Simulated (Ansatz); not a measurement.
# A defect in a wire: Mo wire along [100], 4 atoms a period, Fe placed on top of one Mo, part 3 of 4

Wanted: the relaxed defect and the transmission past it, beside the channels of the perfect wire.

Ansatz 0.2.0; DFT PBE, plane waves, PAW; relaxation of a wire's period (the session's first sound run).

So far, conductance of the lead as this run defines it (G₀): step 3 (the perfect wire) 3.01.

## (4) Relaxation of the scattering region (continued)

Level of this step: DFT PBE, plane waves, PAW; relaxation of a junction in a wire, ends held (Ansatz).

Step by step:

```tsv
step	energy less that of the first step (eV)	largest force component (eV/Å)
1	0.0000	1.5580
2	-0.0731	0.9321
3	-0.3262	0.7994
4	-0.4720	0.2814
5	-0.5025	0.2495
6	-0.5627	0.2090
7	-0.6368	0.4004
8	-0.7390	0.5371
9	-0.8618	0.5716
10	-0.9779	0.4784
11	-1.0721	0.2754
12	-1.1317	0.3790
13	-1.1453	0.4701
14	-1.1508	0.3713
15	-1.1594	0.2659
16	-1.1731	0.0684
17	-1.1764	0.0501
```

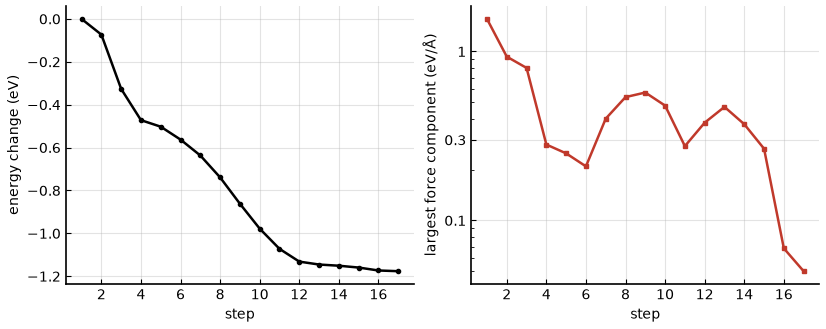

Energy and largest force along the relaxation.

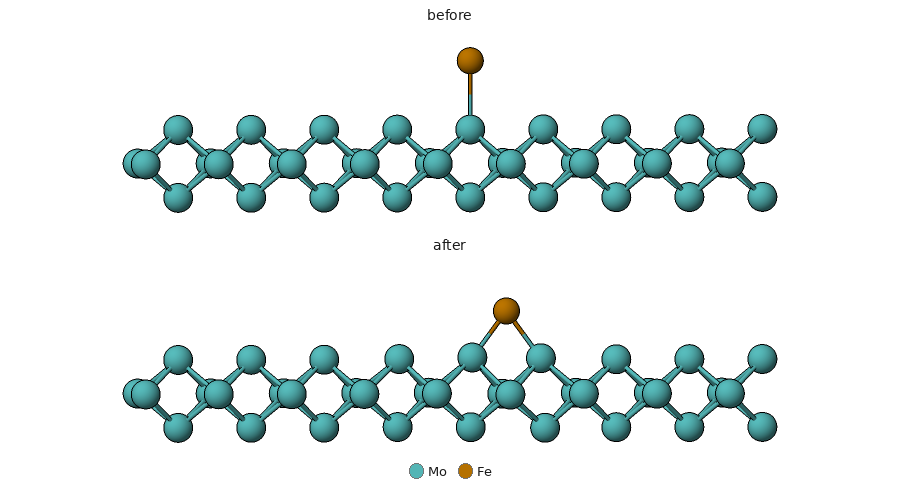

The structure before and after the relaxation, drawn at the same scale.

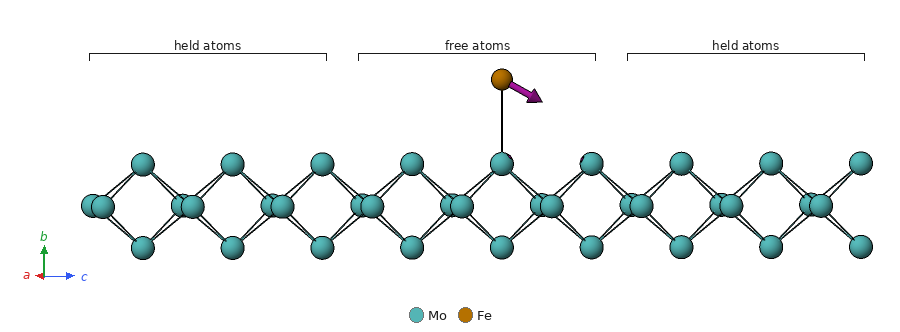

Displacements in the relaxation, scaled; the longest in the cell stands for 1.73 Å.

The atoms that moved most (Å):

```tsv
atom	dx	dy	dz	length
Fe37	0.000	-0.845	1.514	1.734
Mo20	0.000	0.082	0.087	0.120
Mo24	0.000	0.049	-0.100	0.111
Mo16	0.000	0.022	0.083	0.086
Mo23	0.000	-0.020	0.076	0.079
Mo17	-0.017	0.016	-0.041	0.047
Mo18	0.017	0.016	-0.041	0.047
Mo22	0.012	-0.033	-0.020	0.040
```

Numbers from this step:

```
energy at zero smearing : -182816.8620 eV
total moment            : 1.589 μB
absolute moment         : 4.734 μB
```

Site moment by element, in μB:

```tsv
element	atoms	mean	spread (r.m.s.)	least	largest
Mo	36	-0.02	0.05	-0.24	0.04
Fe	1	2.50	0.00	2.50	2.50
```

The atoms farthest from the mean of their element:

```tsv
atom	x, y, z (Å)	site moment (μB)
Mo20	4.98, 6.47, 13.85	-0.24
Mo24	4.98, 6.44, 16.73	-0.21
Mo22	6.40, 4.95, 15.28	0.04
Mo21	3.56, 4.95, 15.28	0.04
Mo23	4.98, 3.55, 16.90	0.02
Mo27	4.98, 3.57, 19.89	0.02
Mo11	4.98, 3.57, 7.65	0.01
Mo15	4.98, 3.59, 10.72	0.01
```

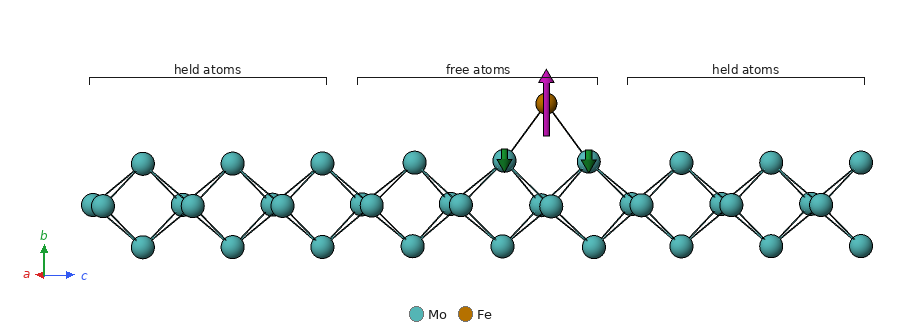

Site moment as arrows, the longest 2.50 μB. Up and down stand for the sign. Arrows give size and sign along the axis of quantisation, drawn up and down the page. Each arrow also spans its atom, so small moments look longer than they are. The two directions have two colours.

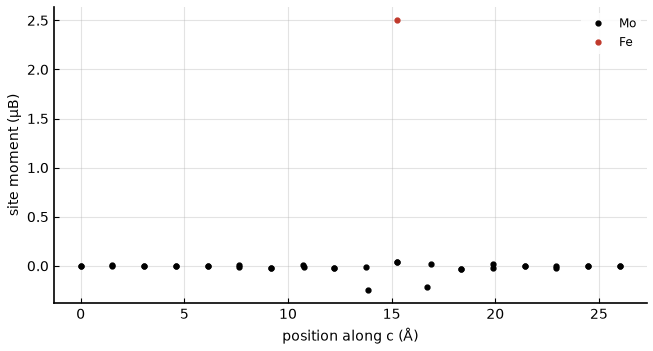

Site moment along the cell.

The largest force component on a free atom ends at 0.050 eV/Å, under the limit of 0.06. Fe ends nearest to Mo at 2.40 Å and Mo at 2.44 Å; its sphere holds +2.50 μB.

## (5) Transmission between the leads

This step: DFT PBE, plane waves, PAW; transmission of a junction in a wire (Ansatz 0.2.0).

The cell is now read as a scatterer between two semi-infinite leads, named by two sites one period apart. The scattering states in its self-consistent potential are matched to the leads' states at each energy. One point across is taken, as for a wire in vacuum.

input.yaml

```yaml
crystal:
  lattice:
    - [9.96, 0.0, 0.0]
    - [0.0, 9.96, 0.0]
    - [0.0, 0.0, 27.5339134027]
  atoms:
    - { symbol: Mo, position: [0.358203969, 0.5, 0.0] }
    - { symbol: Mo, position: [0.641796031, 0.5, 0.0] }
    - { symbol: Mo, position: [0.5, 0.358203969, 0.055555556] }
    - { symbol: Mo, position: [0.5, 0.641796031, 0.055555556] }
    - { symbol: Mo, position: [0.358203969, 0.5, 0.111111111] }
    - { symbol: Mo, position: [0.641796031, 0.5, 0.111111111] }
    - { symbol: Mo, position: [0.5, 0.358203969, 0.166666667] }
    - { symbol: Mo, position: [0.5, 0.641796031, 0.166666667] }
    - { symbol: Mo, position: [0.358203969, 0.5, 0.222222222] }
    - { symbol: Mo, position: [0.641796031, 0.5, 0.222222222] }
    - { symbol: Mo, position: [0.5, 0.358203969, 0.277777778] }
    - { symbol: Mo, position: [0.5, 0.641796031, 0.277777778] }
    - { symbol: Mo, position: [0.3582469243, 0.5006889388, 0.3326696812] }
    - { symbol: Mo, position: [0.6417530757, 0.5006889388, 0.3326696812] }
    - { symbol: Mo, position: [0.5, 0.360148576, 0.3894528158] }
    - { symbol: Mo, position: [0.5, 0.6440285912, 0.391904338] }
    - { symbol: Mo, position: [0.3564927614, 0.5015648338, 0.4429508799] }
    - { symbol: Mo, position: [0.6435072386, 0.5015648338, 0.4429508799] }
    - { symbol: Mo, position: [0.5, 0.3591179135, 0.5007209052] }
    - { symbol: Mo, position: [0.5, 0.650064066, 0.5031523818], spin: -0.24 }
    - { symbol: Mo, position: [0.3570117265, 0.4967323039, 0.5548224538] }
    - { symbol: Mo, position: [0.6429882735, 0.4967323039, 0.5548224538] }
    - { symbol: Mo, position: [0.5, 0.3561593131, 0.6138795864] }
    - { symbol: Mo, position: [0.5, 0.6467079687, 0.6074752869], spin: -0.21 }
    - { symbol: Mo, position: [0.358203969, 0.5, 0.666666667] }
    - { symbol: Mo, position: [0.641796031, 0.5, 0.666666667] }
    - { symbol: Mo, position: [0.5, 0.358203969, 0.722222222] }
    - { symbol: Mo, position: [0.5, 0.641796031, 0.722222222] }
    - { symbol: Mo, position: [0.358203969, 0.5, 0.777777778] }
    - { symbol: Mo, position: [0.641796031, 0.5, 0.777777778] }
    - { symbol: Mo, position: [0.5, 0.358203969, 0.833333333] }
    - { symbol: Mo, position: [0.5, 0.641796031, 0.833333333] }
    - { symbol: Mo, position: [0.358203969, 0.5, 0.888888889] }
    - { symbol: Mo, position: [0.641796031, 0.5, 0.888888889] }
    - { symbol: Mo, position: [0.5, 0.358203969, 0.944444444] }
    - { symbol: Mo, position: [0.5, 0.641796031, 0.944444444] }
    - { symbol: Fe, position: [0.5, 0.8440758211, 0.5549992678], spin: 2.5 }
magnetization:
  spin_polarized: true
kpoints:
  mp_grid: { grid: [1, 1, 3] }
scf:
  occupations: { method: fermi_dirac, width: 0.05 }
hamiltonian:
  xc: pbe
output:
  transmission:
    e_range: [-1.26, 1.26]
    de: 0.035
    kmesh: [1, 1]
    reduced_basis: true
    leads: [[32, 0]]
  dos: { projected: true, e_range: [-4, 3] }
  write_potential: true
  write_density: true
  volumetric_format: npy
  elf: true
basis:
  ecutwfc: "350 eV"
```

Command:

```
> ansatz run input.yaml --threads 4 --pin off --max-ram 16384MiB --backend cpu --events-out ev --progress --plain --runs-dir out
```

Numbers of over 12 decimals in the logs are rounded to 6 here.

The log of the run:

```text
[...]
Crystal: 37 atoms, lattice volume = 2731.408 Å³
Basis set: ecut = 350 eV, 40561 PW (Γ)
Bands: 314, of which v1, the nominal top of the filled ones, is band 260 counted from 1 (259 counted from 0)
Symmetry: 2 space group operations
[...]
k-points: 2 of 3 (time reversal used)
[...]
Starting moments: Σ|m| = 2.95 μB on 3 of 37 sites
[...]
SCF iter   1: F=—  HF=-182863.538725 eV  |F-HF|=—  |Δ(HF+E_count)|=         —  Δρ=2.42e-2 (↑2.42e-2 ↓2.41e-2)  dr2=1.89e2  dr2_m=1.81e-1  M=1.360 μB ∫|m|=3.706 μB  β_m=0.30  ethr=3.10e-3  ⟨swp⟩=9.0  Hψ=5335  notcnv=0
[...]
SCF iter  28: F=-182817.309816 eV  HF=-182817.309816 eV  |F-HF|=1.16e-9  |Δ(HF+E_count)|=   2.03e-8  Δρ=7.36e-7 (↑4.94e-7 ↓7.36e-7)  dr2=1.29e-8  dr2_m=7.79e-9  M=2.358 μB ∫|m|=5.507 μB  ethr=1.92e-11  ⟨swp⟩=3.0  Hψ=2376  notcnv=0
SCF 1 converged in 28 iterations: F = -182817.309816 eV  dr2 = 1.29e-8
[...]
transmission: 64 of 384 steps passed
transmission: 96 of 384 steps passed
[...]
transmission: 384 of 384 steps passed
[...]
SCF iter   2: F=—  HF=-182817.808939 eV  |F-HF|=—  |Δ(HF+E_count)|=   4.99e-1  Δρ=1.19e-2 (↑2.83e-3 ↓1.19e-2)  dr2=2.28e1  dr2_m=6.45e-1  M=1.551 μB ∫|m|=4.681 μB  ethr=1.92e-7  ⟨swp⟩=1.2  Hψ=9876  notcnv=0
WARN: iteration 2: there is no memory for the model Hessian by which an SCF minimises its free energy: with it that takes a memory limit of about 15.31 GiB, over the 14.40 GiB that it is held to. The SCF goes on without it; the run can end on another state than with more memory. The budget is what a run with no `--max-ram-frac` typed is planned for, 0.8 of the host's memory or its container's limit. More memory there [...]
SCF iter   3: F=—  HF=-182817.299571 eV  |F-HF|=—  |Δ(HF+E_count)|=   5.09e-1  Δρ=8.97e-4 (↑4.65e-4 ↓8.97e-4)  dr2=2.47e-1  dr2_m=2.15e-3  M=2.400 μB ∫|m|=5.596 μB  ethr=1.92e-7  ⟨swp⟩=1.0  Hψ=6028  notcnv=0
SCF iter   4: F=—  HF=-182817.309812 eV  |F-HF|=—  |Δ(HF+E_count)|=   1.02e-2  Δρ=2.21e-4 (↑1.28e-4 ↓2.21e-4)  dr2=1.91e-2  dr2_m=1.71e-4  M=2.358 μB ∫|m|=5.547 μB  ethr=1.92e-7  ⟨swp⟩=1.0  Hψ=4073  notcnv=0
WARN: The output density's exchange-correlation potential varies sharply where the density is thin. Do not read a vacuum level from v_tot or v_xc, or from such a field of the output density. On a cell that repeats whose density bears no net charge and no dipole along the vacuum's axis use v_es (v_loc + v_h of the components); under efield.dipole_correction with no amplitude use v_es + v_field, which holds any externa [...]
SCF converged after 28 iterations
Magnetization: 2.3576 μB (261.1788 up, 258.8212 down)
Absolute magnetization: 5.5254 μB (∫|ρ↑−ρ↓|, with the PAW one-centre terms)
[...]
Per-site moments (μB) at R_I (Å): [(-0.00687765, 1.037746), (-0.00687765, 1.037746), (0.033434, 1.037746), (0.00199647, 1.037746), (0.001453, 1.037746), (0.001453, 1.037746), (0.022060, 1.037746), (-0.023197, 1.037746), (0.00870484, 1.037746), (0.00870484, 1.037746), (0.033133, 1.034679), (-0.022771, 1.031487), (-0.014647, 1.031487), (-0.014647, 1.031487), (0.039309, 1.026838), (-0.025464, 1.013092), (-0.00621296, 1. [...]
Free energy (F): -182817.309816 eV
[...]
Internal energy: -182817.041326 eV  (E = F + TS)
E sigma→0 (E₀):  -182817.175571 eV
Entropy (-TS):   -0.268490 eV (-7.256 meV/atom)
Fermi energy:    1.886297 eV
[...]
--- Band table (eV) ---
  k-point 0 ↑: bands = [... 256 lower, 1.6641, 1.6667, 1.7324, 1.8632, 1.9141, 1.9863, 1.9949, 2.0361, ... 50 higher]
  k-point 1 ↑: bands = [... 256 lower, 1.5982, 1.6650, 1.6912, 1.7587, 1.7728, 1.8389, 2.0635, 2.0681, ... 50 higher]
  k-point 0 ↓: bands = [... 256 lower, 1.7914, 1.8905, 1.9070, 1.9618, 1.9956, 2.0023, 2.0660, 2.0845, ... 50 higher]
  k-point 1 ↓: bands = [... 256 lower, 1.7005, 1.7821, 1.7920, 1.9400, 1.9787, 2.0812, 2.0868, 2.0883, ... 50 higher]
--- Transmission ---
  basis      : 725 plane waves across, 32 finite elements along
  points     : 1, standing for a mesh of 1 x 1
  unconverged: the k-mesh may be too coarse, since an axis without vacuum has one point: set a kmesh with more there, and mesh_tolerance
[...]
crystal 0  : Mo4, at the sites [32, 0], period 3.0593 Å, over 18.36 Å; its Hamiltonian steps by up to 32.4 meV: too much for a lead, lay more layers or, if its atoms are ordered, name the step of that order
[...]
filled         : 41.3 meV under the level at which it is neutral
    channels       : 3.000000e0 up, 3.000000e0 down
[...]
junction   : crystal 0 to crystal 0, -0.07 to 24.41 Å
    transmission   : 2.471409e0 up, 1.821968e0 down
    error estimate : 3.580678e-4 up, 3.231906e-4 down from the reduction of the transverse basis, at the most 1.875421e-2 at 0.280000 eV
    conductance    : 1.6407e14 S/m² at 300 K (1.6415e14 on every other energy)
    error estimate : 0.0 % from the energy spacing and 0.0 % from band edges of the leads and from resonances (wavevectors taken as independent; lower de), 0.0 % from the reduction of the transverse basis, 9.0 % from the steps of its leads' Hamiltonians or their offsets (lay more layers), 0.8 % from the distance to neutral
    resistance     : 1.4550e-3 Ω µm² beyond half of each lead's own
```

Elapsed: 41 min, on 4 threads of Arm Neoverse V1, shared host; peak memory 9.6 GiB.

Numbers from this step:

| Property | Result |
| --- | --- |
| energy at zero smearing | -182817.1756 eV |
| total moment | 2.358 μB |
| absolute moment | 5.525 μB |
| transmission at the energy nearest the Fermi level, spin up | 2.471 |
| transmission at the energy nearest the Fermi level, spin down | 1.822 |
| channels at the energy nearest the Fermi level, spin up | 3 |
| channels at the energy nearest the Fermi level, spin down | 3 |
| step of the lead's Hamiltonian | 32.4 meV |
| conductance of the junction | 2.101 G₀ |

Transmission against energy, zero at the Fermi level:

```tsv
energy (eV)	spin up	spin down
-1.190	1.78	1.72
-1.050	1.77	1.87
-1.015	1.75	1.80
-0.805	1.55	0.892
-0.595	3.70	3.63
-0.385	4.72	4.11
-0.350	4.82	4.16
-0.315	4.83	4.14
-0.210	1.94	2.02
0.000	2.47	1.82
0.210	2.92	2.69
0.385	3.43	3.88
0.595	6.01	5.04
0.630	6.05	5.30
0.665	6.02	5.45
0.805	4.96	3.86
0.910	5.50	4.88
1.015	4.99	3.43
1.190	7.33	6.02
```

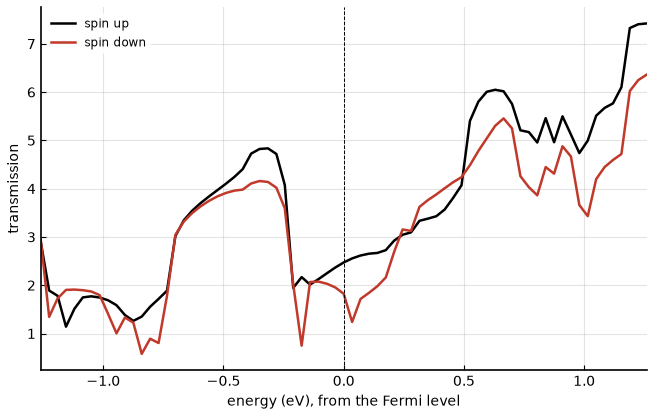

Transmission against energy.

Open channels of the lead against energy, zero at the Fermi level:

```tsv
energy (eV)	spin up	spin down
-1.190	2	2
-1.015	2	2
-0.805	2	2
-0.595	6	6
-0.385	7	7
-0.210	3	3
0.000	3	3
0.210	5	5
0.385	6	6
0.595	8	8
0.805	6	6
1.015	7	6
1.190	9	9
```

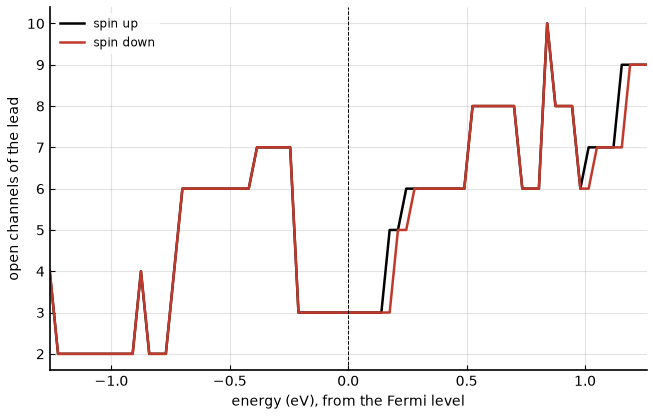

Open channels of the lead against energy.

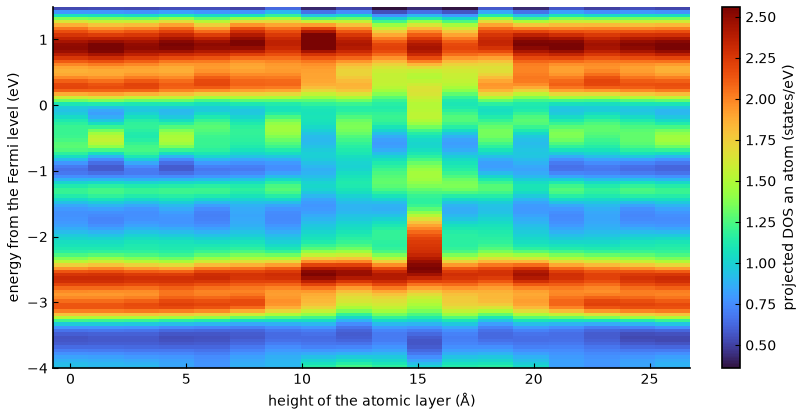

Projected DOS an atom over height of the atomic layer and energy from the Fermi level.  broadened by a Gaussian of 0.15 eV, since few k-points sample the long cell.

Site moment by element, in μB:

```tsv
element	atoms	mean	spread (r.m.s.)	least	largest
Mo	36	-0.01	0.06	-0.25	0.06
Fe	1	2.51	0.00	2.51	2.51
```

The atoms farthest from the mean of their element:

```tsv
atom	x, y, z (Å)	site moment (μB)
Mo20	4.98, 6.47, 13.85	-0.25
Mo24	4.98, 6.44, 16.73	-0.21
Mo23	4.98, 3.55, 16.90	0.06
Mo22	6.40, 4.95, 15.28	0.05
Mo21	3.56, 4.95, 15.28	0.05
Mo27	4.98, 3.57, 19.89	0.05
Mo15	4.98, 3.59, 10.72	0.04
Mo3	4.98, 3.57, 1.53	0.03
```

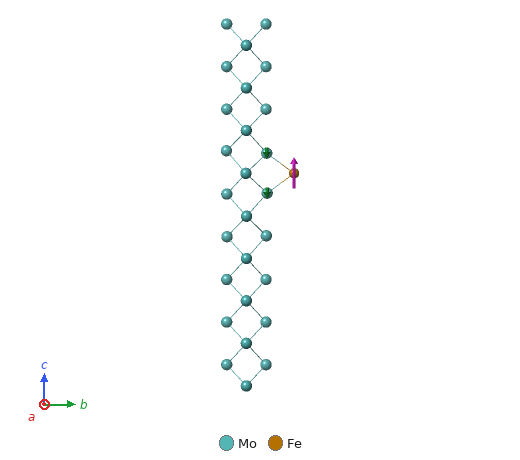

Site moment as arrows, the longest 2.51 μB. Up and down stand for the sign. Arrows give size and sign along the axis of quantisation, drawn up and down the page. Each arrow also spans its atom, so small moments look longer than they are. The two directions have two colours.

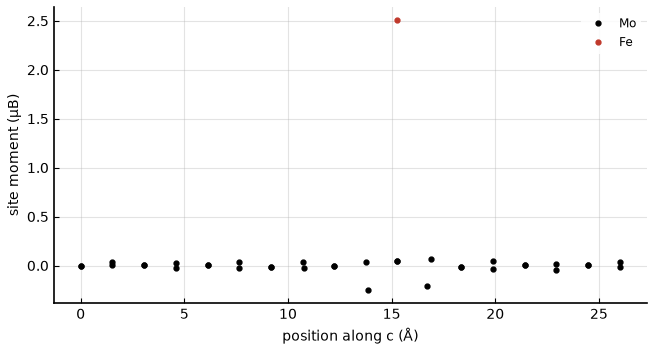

Site moment along the cell.

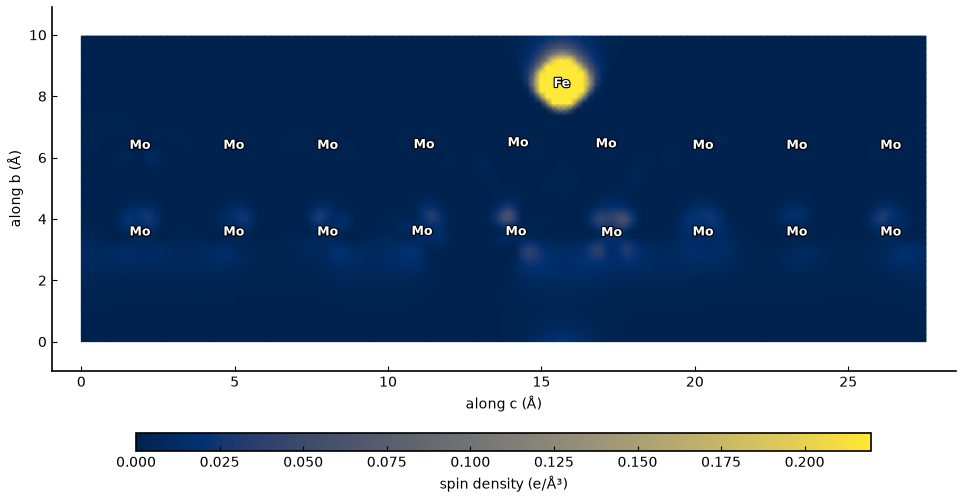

Spin density in the cb plane at fractional x = 0.500, with atoms of Mo and Fe within 0.2 Å of it.

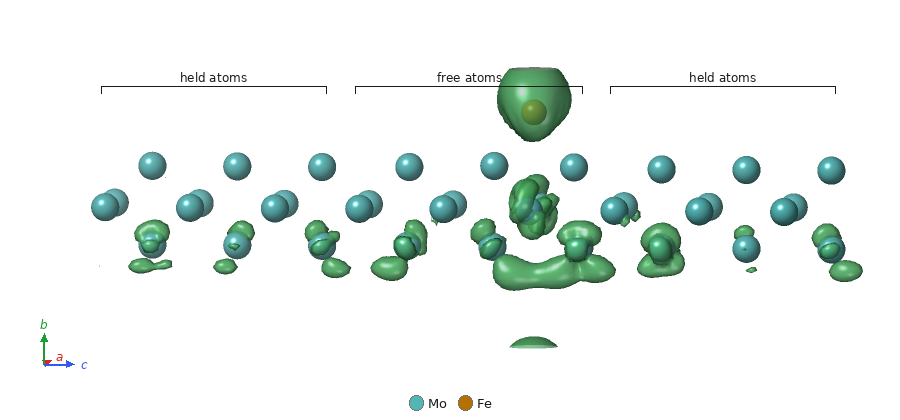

Surface of spin density = 0.01 e/Å³, which holds about 70 % of the integral of its size.

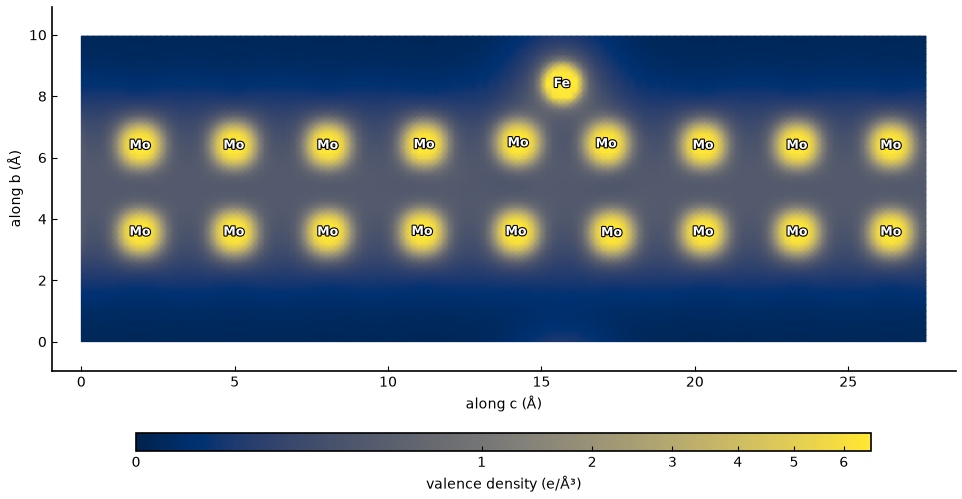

Valence density in the cb plane at fractional x = 0.500, with atoms of Mo and Fe within 0.2 Å of it. It is the smooth field of the valence electrons, not physical close to the nuclei. The colour scale is stretched toward low values.

(Part 3 of 4 ends here.)

[Logs are printed without paths, hosts, clocks, repeated set-up lines and the standing remarks that a program may print on its own settings, such as how far it seeks lower states.]

[Hosts, paths, dates, database ids (printed as entryN), source tags and the programs' standing remarks are cut or masked in the printed files.]
